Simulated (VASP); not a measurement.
**Geometry relaxation of TiPbO3 (part 2 of 3)**

Continued. System: TiPbO3 (P4mm, 5 atoms in the cell). Method: Kohn-Sham DFT of a periodic cell, PBEsol, VASP PAW PBE potentials, recommended, no spin polarisation (VASP 6.6.1); cutoff 600 eV, 8×8×8 k-mesh, Gaussian smearing of 0.03 eV. The structure derives from an entry of the Crystallography Open Database.

Geometry of the input (Å; fractional positions):
```
3.8992  0.0000  0.0000
0.0000  3.8992  0.0000
0.0000  0.0000  4.1499
Ti 0.5000  0.5000  0.5382
Pb 0.0000  0.0000  0.0000
O  0.5000  0.5000  0.1130
O  0.5000  0.0000  0.6150
O  0.0000  0.5000  0.6150
```

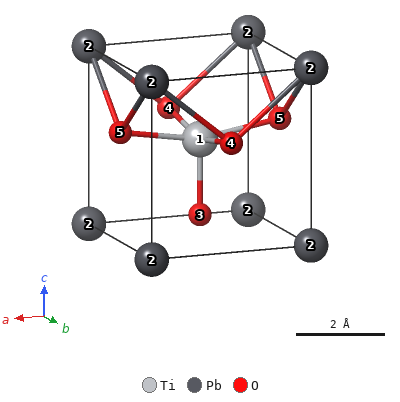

The input geometry (ball-and-stick view of the cell of the calculation, seen at an oblique angle; atoms are numbered from 1 in the order of the input). An atom can appear more than once, as a periodic image.

Parts of OUTCAR, continued
```
   k-points           NKPTS =     75   k-points in BZ     NKDIM =     75   number of bands    NBANDS=     26
   number of dos      NEDOS =    301   number of ions     NIONS =      5
   total plane-waves  NPLWV =  36864
   dimension x,y,z NGX =    32 NGY =   32 NGZ =   36
   dimension x,y,z NGXF=    64 NGYF=   64 NGZF=   72
   ions per type =               1   1   3
   NGX,Y,Z   is equivalent  to a cutoff of  13.64, 13.64, 14.42 a.u.
   NGXF,Y,Z  is equivalent  to a cutoff of  27.29, 27.29, 28.84 a.u.
 SYSTEM =  TiPbO3
   PREC   = accura    normal or accurate (medium, high low for compatibility)
   ISTART =      0    job   : 0-new  1-cont  2-samecut
   ICHARG =      2    charge: 1-file 2-atom 10-const
   ISPIN  =      1    spin polarized calculation?
   LNONCOLLINEAR =      F non collinear calculations
   LSORBIT =      F    spin-orbit coupling
   LASPH  =      T    aspherical Exc in radial PAW
   ENCUT  =  600.0 eV  44.10 Ry    6.64 a.u.   7.79  7.79  8.29*2*pi/ulx,y,z
   NELM   =     80;   NELMIN=  2; NELMDL= -5     # of ELM steps
   EDIFF  = 0.1E-05   stopping-criterion for ELM
   LREAL  =      F    real-space projection
   EDIFFG = -.1E-01   stopping-criterion for IOM
   NSW    =     90    number of steps for IOM
   IBRION =      2    ionic relax: 0-MD 1-quasi-New 2-CG
   NFREE  =      1    steps in history (QN), initial steepest desc. (CG)
   ISIF   =      3    stress and relaxation
   ISYM   =      2    0-nonsym 1-usesym 2-fastsym
   POTIM  = 0.5000    time-step for ionic-motion
   TEBEG  =    0.0;   TEEND  =   0.0 temperature during run
   PSTRESS=    0.0 pullay stress
   NELECT =      44.0000    total number of electrons
   NUPDOWN=      -1.0000    fix difference up-down
   EMIN   =  10.00;   EMAX   =-10.00  energy-range for DOS
   EFERMI =   0.00;   METHOD = LEGACY
   ISMEAR =     0;   SIGMA  =   0.03  broadening in eV -4-tet -1-fermi 0-gaus
   EFERMI_NEDOS =   21; number of points for ismear=-14 and -15
   IALGO  =     38    algorithm
   IMIX   =      4    mixing-type and parameters
     AMIX     =   0.40;   BMIX     =  1.00
     AMIX_MAG =   1.60;   BMIX_MAG =  1.00
  volume/ion in A,a.u.               =      12.62        85.16
  Fermi-wavevector in a.u.,A,eV,Ry     =   1.451764  2.743437 28.675913  2.107620
  Thomas-Fermi vector in A             =   2.569224
   LORBIT       =      0    0 simple, 1 ext, 2 COOP (PROOUT), +10 PAW based schemes
   GGA     = PS    functional components
   LHFCALC =     F    Hartree Fock is set to
   AEXX    =    0.0000 exact exchange contribution
   IVDW    =     0    specifies the selected vdW correction
   LEPSILON=     F    determine dielectric tensor
   LRPA    =     F    only Hartree local field effects (RPA)
 conjugate gradient relaxation of ions
 non-spin polarized calculation
 Gauss-broadening in eV      SIGMA  =   0.03
  energy-cutoff  :      600.00
  volume of cell :       63.09
 maximum number of plane-waves:      2128
 NGX is ok and might be reduce to    32
   NGX = 15   NGY = 15   NGZ = 17

--------------------------------------- Ionic step        1  -------------------------------------------

 number of electron      43.9999988 magnetization

 Free energy of the ion-electron system (eV)
  ---------------------------------------------------
  ext. energy  EPLUGINS =         0.00000000
  ---------------------------------------------------
  free energy    TOTEN  =       -39.82428455 eV

  energy without entropy =      -39.82428455  energy(sigma->0) =      -39.82428455

------------------------ aborting loop because EDIFF is reached ----------------------------------------

  FORCE on cell =-STRESS in cart. coord.  units (eV):
  Direction    XX          YY          ZZ          XY          YZ          ZX
  --------------------------------------------------------------------------------------
  -------------------------------------------------------------------------------------
  Total       -0.5698087     -0.5698087      0.2116616      0.0000000     -0.0000000      0.0000000
  in kB      -14.4694160    -14.4694160      5.3748207      0.0000000     -0.0000000      0.0000000
  external PRESSURE =      -7.8546705 kB  Pullay stress =       0.0000000 kB

 VOLUME and BASIS-vectors are now :
 -----------------------------------------------------------------------------
  energy-cutoff  :      600.00
  volume of cell :       63.09
      direct lattice vectors                 reciprocal lattice vectors
     3.899200000  0.000000000  0.000000000     0.256462864  0.000000000  0.000000000
     0.000000000  3.899200000  0.000000000     0.000000000  0.256462864  0.000000000
     0.000000000  0.000000000  4.149900000     0.000000000  0.000000000  0.240969662

 POSITION                                       TOTAL-FORCE (eV/Angst)
 -----------------------------------------------------------------------------------
      1.94960      1.94960      2.23348        -0.000000      0.000000      0.194737
      0.00000      0.00000      0.00000        -0.000000     -0.000000     -0.050524
      1.94960      1.94960      0.46894         0.000000     -0.000000     -0.304735
      1.94960      0.00000      2.55219        -0.000000     -0.000000      0.080261
      0.00000      1.94960      2.55219        -0.000000     -0.000000      0.080261
 -----------------------------------------------------------------------------------
    total drift:                                0.000000     -0.000000     -0.000634

  FREE ENERGIE OF THE ION-ELECTRON SYSTEM (eV)
  ---------------------------------------------------
  free  energy   TOTEN  =       -39.8242845465 eV

  energy  without entropy=      -39.8242845465  energy(sigma->0) =      -39.82428455

--------------------------------------- Ionic step        2  -------------------------------------------

 number of electron      43.9999995 magnetization

------------------------ aborting loop because EDIFF is reached ----------------------------------------

  FORCE on cell =-STRESS in cart. coord.  units (eV):
  Direction    XX          YY          ZZ          XY          YZ          ZX
  --------------------------------------------------------------------------------------
  -------------------------------------------------------------------------------------
  Total        0.1838770      0.1838770     -0.2692571      0.0000000     -0.0000000      0.0000000
  in kB        4.7114189      4.7114189     -6.8990864      0.0000000     -0.0000000      0.0000000
  external PRESSURE =       0.8412505 kB  Pullay stress =       0.0000000 kB

 VOLUME and BASIS-vectors are now :
 -----------------------------------------------------------------------------
  energy-cutoff  :      600.00
  volume of cell :       62.53
      direct lattice vectors                 reciprocal lattice vectors
     3.877762913  0.000000000  0.000000000     0.257880645  0.000000000  0.000000000
     0.000000000  3.877762913  0.000000000     0.000000000  0.257880645  0.000000000
     0.000000000 -0.000000000  4.158375023     0.000000000 -0.000000000  0.240478551

 POSITION                                       TOTAL-FORCE (eV/Angst)
 -----------------------------------------------------------------------------------
      1.93888      1.93888      2.24745         0.000000      0.000000     -0.296820
      3.87776      3.87776      4.15593         0.000000     -0.000000      0.101913
      1.93888      1.93888      0.45517         0.000000     -0.000000      0.149826
      1.93888      3.87776      2.56128         0.000000     -0.000000      0.022540
      3.87776      1.93888      2.56128         0.000000     -0.000000      0.022540
 -----------------------------------------------------------------------------------
    total drift:                                0.000000      0.000000     -0.000394

  FREE ENERGIE OF THE ION-ELECTRON SYSTEM (eV)
  ---------------------------------------------------
  free  energy   TOTEN  =       -39.8272111367 eV

  energy  without entropy=      -39.8272111367  energy(sigma->0) =      -39.82721114

--------------------------------------- Ionic step        3  -------------------------------------------

 number of electron      43.9999993 magnetization

------------------------ aborting loop because EDIFF is reached ----------------------------------------

  FORCE on cell =-STRESS in cart. coord.  units (eV):
  Direction    XX          YY          ZZ          XY          YZ          ZX
  --------------------------------------------------------------------------------------
  -------------------------------------------------------------------------------------
  Total       -0.0903399     -0.0903399     -0.0968088      0.0000000     -0.0000000      0.0000000
  in kB       -2.3071403     -2.3071403     -2.4723468      0.0000000     -0.0000000      0.0000000
  external PRESSURE =      -2.3622092 kB  Pullay stress =       0.0000000 kB

 VOLUME and BASIS-vectors are now :
 -----------------------------------------------------------------------------
  energy-cutoff  :      600.00
  volume of cell :       62.74
      direct lattice vectors                 reciprocal lattice vectors
     3.885599616  0.000000000  0.000000000     0.257360536  0.000000000  0.000000000
     0.000000000  3.885599616  0.000000000     0.000000000  0.257360536  0.000000000
     0.000000000 -0.000000000  4.155276830     0.000000000 -0.000000000  0.240657853

 POSITION                                       TOTAL-FORCE (eV/Angst)
 -----------------------------------------------------------------------------------
      1.94280      1.94280      2.24234         0.000000      0.000000     -0.126808
      0.00000     -0.00000      4.15373         0.000000     -0.000000      0.045109
      1.94280      1.94280      0.46020         0.000000      0.000000     -0.006435
      1.94280     -0.00000      2.55796         0.000000     -0.000000      0.044067
      0.00000      1.94280      2.55796        -0.000000     -0.000000      0.044067
 -----------------------------------------------------------------------------------
    total drift:                                0.000000     -0.000000     -0.000631

  FREE ENERGIE OF THE ION-ELECTRON SYSTEM (eV)
  ---------------------------------------------------
  free  energy   TOTEN  =       -39.8286154518 eV

  energy  without entropy=      -39.8286154518  energy(sigma->0) =      -39.82861545

--------------------------------------- Ionic step        4  -------------------------------------------

 number of electron      43.9999994 magnetization

------------------------ aborting loop because EDIFF is reached ----------------------------------------

  FORCE on cell =-STRESS in cart. coord.  units (eV):
  Direction    XX          YY          ZZ          XY          YZ          ZX
  --------------------------------------------------------------------------------------
  -------------------------------------------------------------------------------------
  Total        0.1088667      0.1088667      0.1769543      0.0000000      0.0000000      0.0000000
  in kB        2.7895229      2.7895229      4.5341525      0.0000000      0.0000000      0.0000000
  external PRESSURE =       3.3710661 kB  Pullay stress =       0.0000000 kB

 VOLUME and BASIS-vectors are now :
 -----------------------------------------------------------------------------
  energy-cutoff  :      600.00
  volume of cell :       62.53
      direct lattice vectors                 reciprocal lattice vectors
     3.880472005  0.000000000  0.000000000     0.257700609  0.000000000  0.000000000
     0.000000000  3.880472005 -0.000000000     0.000000000  0.257700609  0.000000000
     0.000000000 -0.000000000  4.152469177     0.000000000  0.000000000  0.240820571

 POSITION                                       TOTAL-FORCE (eV/Angst)
 -----------------------------------------------------------------------------------
      1.94024      1.94024      2.23604         0.000000      0.000000     -0.020773
      3.88047      3.88047      0.00024         0.000000     -0.000000      0.036439
      1.94024      1.94024      0.45823         0.000000      0.000000     -0.058806
      1.94024     -0.00000      2.55856         0.000000     -0.000000      0.021570
      3.88047      1.94024      2.55856        -0.000000     -0.000000      0.021570
 -----------------------------------------------------------------------------------
    total drift:                                0.000000     -0.000000     -0.000759

  FREE ENERGIE OF THE ION-ELECTRON SYSTEM (eV)
  ---------------------------------------------------
  free  energy   TOTEN  =       -39.8292093848 eV

  energy  without entropy=      -39.8292093848  energy(sigma->0) =      -39.82920938

--------------------------------------- Ionic step        5  -------------------------------------------

 number of electron      43.9999994 magnetization

------------------------ aborting loop because EDIFF is reached ----------------------------------------

  FORCE on cell =-STRESS in cart. coord.  units (eV):
  Direction    XX          YY          ZZ          XY          YZ          ZX
  --------------------------------------------------------------------------------------
  -------------------------------------------------------------------------------------
  Total        0.1037874      0.1037874      0.1677723      0.0000000      0.0000000      0.0000000
  in kB        2.6590814      2.6590814      4.2984022      0.0000000      0.0000000      0.0000000
  external PRESSURE =       3.2055216 kB  Pullay stress =       0.0000000 kB

 VOLUME and BASIS-vectors are now :
```
